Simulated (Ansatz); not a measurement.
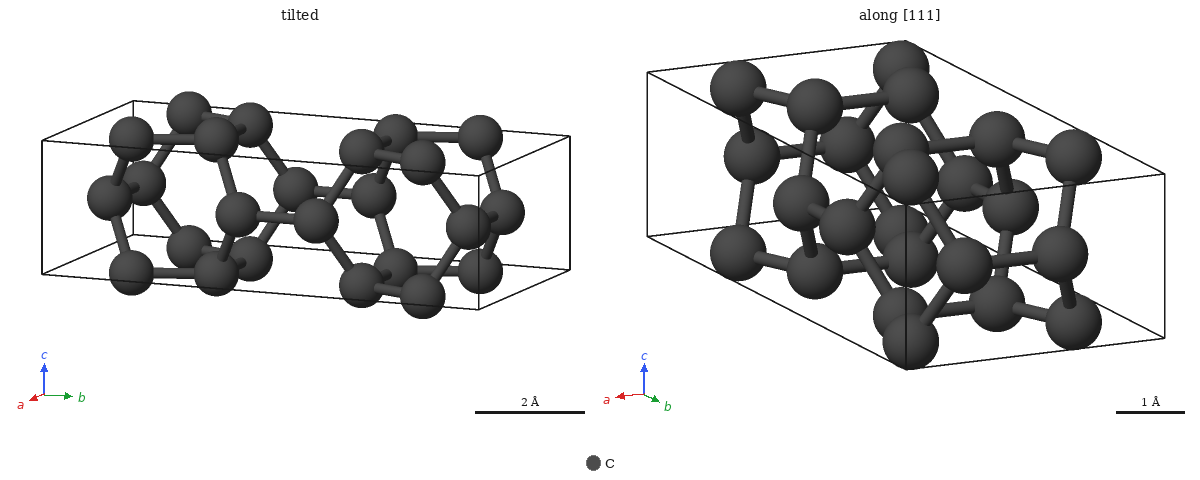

Crystal structure, ball-and-stick style, seen slightly off an axis and along [111]. The conventional unit cell is outlined; an atom on or near a face, edge or corner is repeated at each equivalent position.

Describe the arrangement of the atoms.

- The element is carbon.
- The atoms follow space group Cmmm (No. 65); the Bravais lattice is base-centred orthorhombic.
- The cell holds 16 atoms.
- Around each C lie four C in a distorted tetrahedral arrangement at about 1.5 Å.
- The bonds build a three-dimensional framework.

Provenance: a structure listed in the Materials Project. Earlier steps of the study, as a rule a relaxation of our own, may have changed the cell and positions, so they can lie some per cent off the listed ones. It was the input of a calculation with Ansatz.
